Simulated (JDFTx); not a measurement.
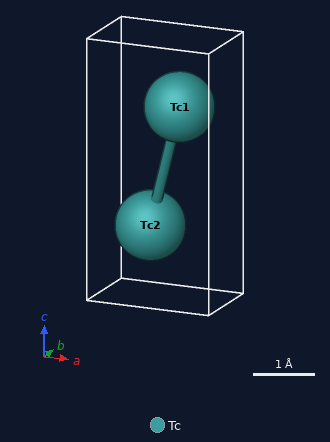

The structure as given in the input (ball-and-stick view of the cell of the calculation, seen slightly off an axis; atoms are numbered from 1 in the order of the input). An atom can appear more than once, as a periodic image. Near neighbours in the periodic cell (some may lie outside the picture): Tc has 12 Tc at 2.71 to 2.74 Å.

**Tc: band-structure run**

Tc (P6₃/mmc, 2 atoms in the cell), computed with Kohn-Sham DFT of a periodic cell, PBE, PseudoDojo-SR-PBE-0.4.1-standard, no spin polarisation (JDFTx 1.7.0 (patched build)).

The structure derives from an entry of the Crystallography Open Database.

**Input**
```
include Tc.lattice
coords-type Lattice
include Tc.ionpos

ion-species pseudo/Tc.upf
elec-cutoff 42 336
elec-ex-corr gga-PBE
elec-smearing Fermi 0.0018374661
elec-n-bands 22
electronic-minimize nIterations 30 energyDiffThreshold 1e-06
davidson-band-ratio 1.3
forces-output-coords Cartesian
include path.kpoints
symmetries none
fix-electron-density run.$VAR

dump-name bands.$VAR
dump End Ecomponents EigStats BandEigs Kpoints Forces
```

**File Tc.lattice**
```
lattice \
    5.1778495815    -2.5889247907     0.0000000000 \
    0.0000000000     4.4841492746     0.0000000000 \
    0.0000000000     0.0000000000     8.3110154961
```

**File Tc.ionpos**
```
ion Tc     0.6666666667     0.3333333333     0.7500000000 1
ion Tc     0.3333333333     0.6666666667     0.2500000000 1
```

**File path.kpoints**
```
kpoint +0.0000000000 +0.0000000000 +0.0000000000 0.020000000000
kpoint +0.0833333333 +0.0000000000 +0.0000000000 0.020000000000
kpoint +0.1666666667 +0.0000000000 +0.0000000000 0.020000000000
kpoint +0.2500000000 +0.0000000000 +0.0000000000 0.020000000000
kpoint +0.3333333333 +0.0000000000 +0.0000000000 0.020000000000
kpoint +0.4166666667 +0.0000000000 +0.0000000000 0.020000000000
kpoint +0.5000000000 +0.0000000000 +0.0000000000 0.020000000000
kpoint +0.4444444444 +0.1111111111 +0.0000000000 0.020000000000
kpoint +0.3888888889 +0.2222222222 +0.0000000000 0.020000000000
kpoint +0.3333333333 +0.3333333333 +0.0000000000 0.020000000000
kpoint +0.2916666667 +0.2916666667 +0.0000000000 0.020000000000
kpoint +0.2500000000 +0.2500000000 +0.0000000000 0.020000000000
kpoint +0.2083333333 +0.2083333333 +0.0000000000 0.020000000000
kpoint +0.1666666667 +0.1666666667 +0.0000000000 0.020000000000
kpoint +0.1250000000 +0.1250000000 +0.0000000000 0.020000000000
kpoint +0.0833333333 +0.0833333333 +0.0000000000 0.020000000000
kpoint +0.0416666667 +0.0416666667 +0.0000000000 0.020000000000
kpoint +0.0000000000 +0.0000000000 +0.0000000000 0.020000000000
kpoint +0.0000000000 +0.0000000000 +0.1666666667 0.020000000000
kpoint +0.0000000000 +0.0000000000 +0.3333333333 0.020000000000
kpoint +0.0000000000 +0.0000000000 +0.5000000000 0.020000000000
kpoint +0.0714285714 +0.0000000000 +0.5000000000 0.020000000000
kpoint +0.1428571429 +0.0000000000 +0.5000000000 0.020000000000
kpoint +0.2142857143 +0.0000000000 +0.5000000000 0.020000000000
kpoint +0.2857142857 +0.0000000000 +0.5000000000 0.020000000000
kpoint +0.3571428571 +0.0000000000 +0.5000000000 0.020000000000
kpoint +0.4285714286 +0.0000000000 +0.5000000000 0.020000000000
kpoint +0.5000000000 +0.0000000000 +0.5000000000 0.020000000000
kpoint +0.4583333333 +0.0833333333 +0.5000000000 0.020000000000
kpoint +0.4166666667 +0.1666666667 +0.5000000000 0.020000000000
kpoint +0.3750000000 +0.2500000000 +0.5000000000 0.020000000000
kpoint +0.3333333333 +0.3333333333 +0.5000000000 0.020000000000
kpoint +0.2962962963 +0.2962962963 +0.5000000000 0.020000000000
kpoint +0.2592592593 +0.2592592593 +0.5000000000 0.020000000000
kpoint +0.2222222222 +0.2222222222 +0.5000000000 0.020000000000
kpoint +0.1851851852 +0.1851851852 +0.5000000000 0.020000000000
kpoint +0.1481481481 +0.1481481481 +0.5000000000 0.020000000000
kpoint +0.1111111111 +0.1111111111 +0.5000000000 0.020000000000
kpoint +0.0740740741 +0.0740740741 +0.5000000000 0.020000000000
kpoint +0.0370370370 +0.0370370370 +0.5000000000 0.020000000000
kpoint +0.0000000000 +0.0000000000 +0.5000000000 0.020000000000
kpoint +0.5000000000 +0.0000000000 +0.5000000000 0.020000000000
kpoint +0.5000000000 +0.0000000000 +0.3750000000 0.020000000000
kpoint +0.5000000000 +0.0000000000 +0.2500000000 0.020000000000
kpoint +0.5000000000 +0.0000000000 +0.1250000000 0.020000000000
kpoint +0.5000000000 +0.0000000000 +0.0000000000 0.020000000000
kpoint +0.3333333333 +0.3333333333 +0.0000000000 0.020000000000
kpoint +0.3333333333 +0.3333333333 +0.1666666667 0.020000000000
kpoint +0.3333333333 +0.3333333333 +0.3333333333 0.020000000000
kpoint +0.3333333333 +0.3333333333 +0.5000000000 0.020000000000
```

Machine: 1 thread of AMD EPYC (Zen 5), 32 GiB of memory available, shared host.

Launch command:
```bash
jdftx -c 1 -i bands.in -o bands.out
```

**The program's output**
```
*************** JDFTx 1.7.0 (patched build) ***************

Input parsed successfully to the following command list (including defaults):
[... the input with its defaults ...]

---------- Initializing the Grid ----------
R =
[      5.17785     -2.58892            0  ]
[            0      4.48415            0  ]
[            0            0      8.31102  ]
unit cell volume = 192.967
G =
[    1.21347   0.700599         -0  ]
[          0     1.4012          0  ]
[          0         -0   0.756007  ]
Minimum fftbox size, Smin = [  44  44  72  ]
Chosen fftbox size, S = [  48  48  72  ]

---------- Initializing tighter grid for wavefunction operations ----------
R =
[      5.17785     -2.58892            0  ]
[            0      4.48415            0  ]
[            0            0      8.31102  ]
unit cell volume = 192.967
G =
[    1.21347   0.700599         -0  ]
[          0     1.4012          0  ]
[          0         -0   0.756007  ]
Minimum fftbox size, Smin = [  32  32  52  ]
Chosen fftbox size, S = [  32  32  54  ]

---------- Exchange Correlation functional ----------
Initalized PBE GGA exchange.
Initalized PBE GGA correlation.

---------- Setting up pseudopotentials ----------
Width of ionic core gaussian charges (only for fluid interactions / plotting) set to 0

Reading pseudopotential file 'pseudo/Tc.upf':
  'Tc' pseudopotential, 'PBE' functional
  Generated using ONCVPSP code by D. R. Hamann
  15 valence electrons, 4 orbitals, 6 projectors, 1001 radial grid points, with lMax = 2
    4S    l: 0   occupation:  2.0   eigenvalue: -2.696647
    4P    l: 1   occupation:  6.0   eigenvalue: -1.666320
    4D    l: 2   occupation:  5.0   eigenvalue: -0.244828
    5S    l: 0   occupation:  2.0   eigenvalue: -0.185336
  Core radius for overlap checks: 1.32 bohrs.

Initialized 1 species with 2 total atoms.

Folded 50 k-points by 1x1x1 to 50 k-points.

---------- Setting up k-points, bands, fillings ----------
No reducable k-points.
Computing the number of bands and number of electrons
Calculating initial fillings.
nElectrons:  30.000000   nBands: 22   nStates: 50

----- Setting up reduced wavefunction bases (one per k-point) -----
average nbasis = 2509.340 , ideal nbasis = 2508.716

---------- Setting up ewald sum ----------
Optimum gaussian width for ewald sums = 2.053838 bohr.
Real space sum over 1521 unit cells with max indices [  6  6  4  ]
Reciprocal space sum over 2057 terms with max indices [  5  5  8  ]

---------- Allocating electronic variables ----------
Reading n from file 'run.n' ... done
Initializing wave functions:  linear combination of atomic orbitals
Note: number of bands (22) exceeds available atomic orbitals (20)

----------- Band structure minimization -------------
Minimization will be done independently for each quantum number.

---- Minimization of quantum number:     0  [ +0.0000000 +0.0000000 +0.0000000 ]  0.040000000 ----
BandDavidson: Iter:   0  Eband: +0.250048377658243
BandDavidson: Iter:   1  Eband: +0.222076764584437  dEband: -2.797161e-02
BandDavidson: Iter:   2  Eband: +0.216212064715585  dEband: -5.864700e-03
BandDavidson: Iter:   3  Eband: +0.215723761310050  dEband: -4.883034e-04
[... 569 lines of inner loops ...]
BandDavidson: Iter:   6  Eband: +0.236742738899316  dEband: -2.709563e-06
BandDavidson: Iter:   7  Eband: +0.236742059154862  dEband: -6.797445e-07
BandDavidson: Converged (dEband<1.000000e-06)
	FillingsUpdate:  mu: +0.826419845  nElectrons: 30.000000
WARNING: these k-points are no uniform mesh, so that mu and the fillings of partly filled bands are only those of these points: take mu from the calculation that made the density or potential.

Dumping 'bands.eigStats' ...
	eMin: -1.624675 at state 17 ( [ +0.000000 +0.000000 +0.000000 ] spin 0 )
	HOMO: +0.826286 at state 2 ( [ +0.166667 +0.000000 +0.000000 ] spin 0 )
	mu  : +0.826420
	LUMO: +0.826605 at state 17 ( [ +0.000000 +0.000000 +0.000000 ] spin 0 )
	eMax: +1.421863 at state 14 ( [ +0.125000 +0.125000 +0.000000 ] spin 0 )
	HOMO-LUMO gap: +0.000319
	Optical gap  : +0.004303 at state 2 ( [ +0.166667 +0.000000 +0.000000 ] spin 0 )
Done!
```

**Summary**

- outcome: converged
- space group (tolerance 0.01 Å): P6₃/mmc (194)
- electrons treated: 30
- gap on the band path: 0.00 eV
- wall time: 8.1 s
- peak memory: 0.1 GiB
